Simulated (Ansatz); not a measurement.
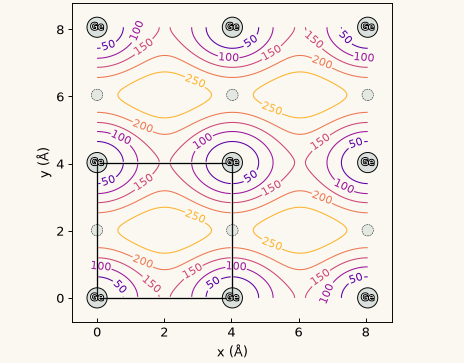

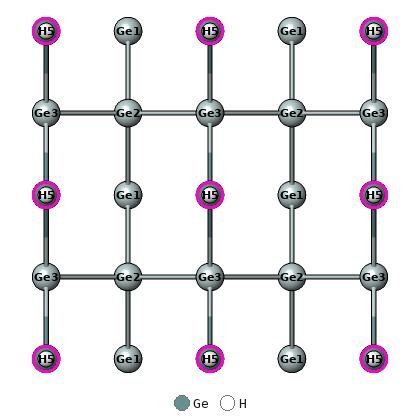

Energy landscape of H on a Ge(100) slab cut from the Fd-3m phase, its upper half relaxed before the scan (4 atoms of substrate and one adsorbate in a 1 × 1 cell). H is moved over the surface cell at a fixed height above a rigid substrate; the origin of the map has the adsorbate above Ge4; the height is held at 3.30 Å. Places are given modulo a cell vector. The map is drawn in real space over the plane of the surface. The scan uses an 8 × 8 grid; 25 points were computed and 39 follow by symmetry. Energies are in meV, from the lowest grid point. The runs have no spin polarisation, so an open-shell adsorbate far from the surface lies too high. With one adsorbate in each 1 × 1 cell, its nearest image is 4.0 Å away, so neighbouring adsorbates interact. At a fixed height the lowest place need not be the adsorption site. Computed with DFT PBE+D3(BJ), scalar-relativistic, plane waves, PAW (Ansatz). Settings: cutoff 420 eV, k-mesh 7×7×1, gaussian smearing 0.1 eV, no spin polarisation.

In the figure: contour lines labelled in meV, labelled circles for the atoms of the top layer and small ones for the second layer, the outline of one cell of the 2 × 2 shown. Between grid points the surface is interpolated. The second picture is the structure at the lowest point; rings mark the moved atoms.

Describe this landscape.

The lowest grid point is at the top site over a surface Ge atom, (0/8, 0/8) of the cell vectors. It is the only kind of minimum in the scanned range. The highest grid point, a fourfold hollow over a third-layer Ge atom, (4/8, 4/8) of the cell vectors, lies 287 meV above the lowest. On the interpolated surface the easiest way out of the lowest well to its copy in the next cell or period passes a barrier of about 152 meV.

Grid values (meV):

```
second ↓, first →  0/8  1/8  2/8  3/8  4/8  5/8  6/8  7/8
              7/8   33   53  102  151  171  151  102   53
              6/8  115  130  167  202  217  202  167  130
              5/8  202  212  234  257  266  257  234  212
              4/8  239  247  264  280  287  280  264  247
              3/8  202  212  234  257  266  257  234  212
              2/8  115  130  167  202  217  202  167  130
              1/8   33   53  102  151  171  151  102   53
              0/8    0   22   76  130  152  130   76   22
```

Time for the 25 points that were run: 9.4 min on 1 thread of Arm Neoverse V2 (shared host).

PAW datasets: the set soft_1.
